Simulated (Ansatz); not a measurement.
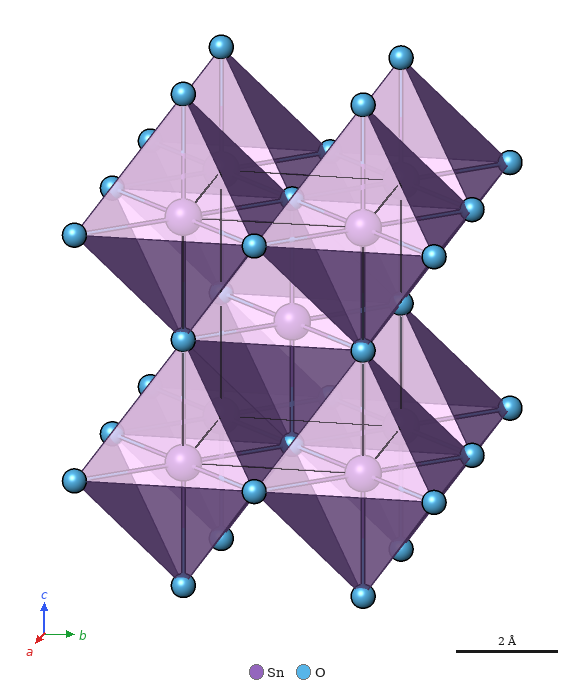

Figure: polyhedral view slightly off an axis. Thin lines show the conventional unit cell, with boundary atoms drawn in all their periodic places. Some neighbours outside the box are added.

SnO, space group Immm (No. 71), a = 3.517 Å, b = 3.659 Å, c = 5.074 Å, α = 90.00°, β = 90.00°, γ = 90.00°. Starting structure: a structure type filled with these elements by a generator (whether the compound takes this form wasn't checked). The cell was then strained or its atoms displaced on purpose. It went into a calculation with Ansatz.

This one geometry was computed with Ansatz (DFT, plane waves, PAW) at three levels of theory: PBE, r2SCAN and HSE06. It was relaxed with r2SCAN and then strained.

> Which level gives the highest pressure at this volume, and what does that say about its equilibrium volume?

Highest: PBE (2.3 GPa), which points to the largest equilibrium volume. Lowest, with the smallest volume: r2SCAN (-0.1 GPa) and HSE06 (-0.3 GPa). Levels within 0.5 GPa of each other can't be told apart.

> How does the band gap change with the level of theory?

HSE06: a gap of 0.14 eV, direct; r2SCAN: a gap of 0.15 eV, direct; PBE: a gap of 0.23 eV, direct.

> Collect the results in a table.

| level | cutoff (eV) | k-mesh of the run's cell | gap (eV) | pressure (GPa) |
| --- | --- | --- | --- | --- |
| PBE | 420 | 8×8×8 | 0.23 | 2.3 |
| r2SCAN | 500 | 8×8×8 | 0.15 | -0.1 |
| HSE06 | 420 | 6×6×6 | 0.14 | -0.3 |

Gaps are taken on the k-mesh or band path of each run.
